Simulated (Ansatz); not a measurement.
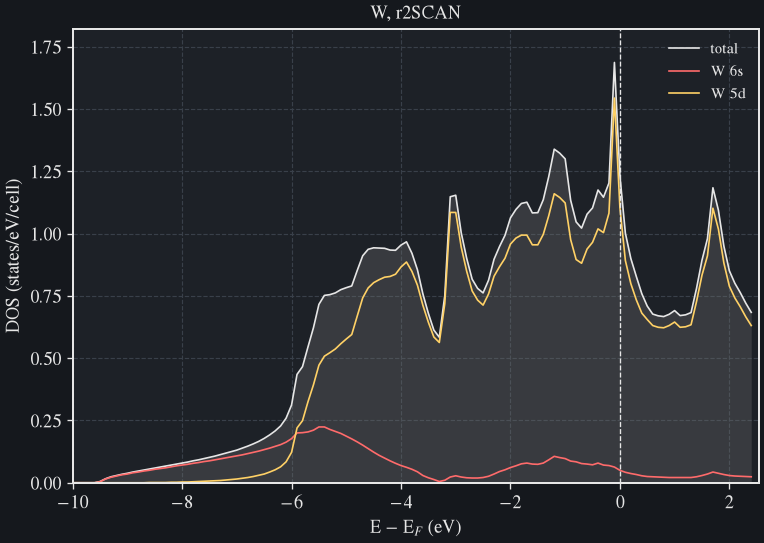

Density of states. Energies are counted from the Fermi level. The partial curves are projected on Löwdin-orthogonalised atomic shells.

System: W, space group Fm-3m, 1 atom in the cell.

Level of theory: DFT r2SCAN, scalar-relativistic, plane waves, PAW, no spin polarisation, 18×18×18 k mesh; code Ansatz 0.2.0.

Q: Metal or insulator, and how many states lie at the Fermi level?

A: It is a metal. The density of states at the Fermi level is about 1.2 per eV and cell (mean within 0.25 eV).

Q: What carries the states at the Fermi level?

A: By projected weight, the states within 0.3 eV of the Fermi level are W 5d almost alone.

Q: Where is the tallest peak in the window, and which states make it?

A: The tallest peak in the window is at −0.1 eV; by projected weight it is W 5d almost alone.

Spin-orbit coupling is left out, which matters for W. The run has no spin polarisation, and a density of states this high at the Fermi level may favour a magnetic state.
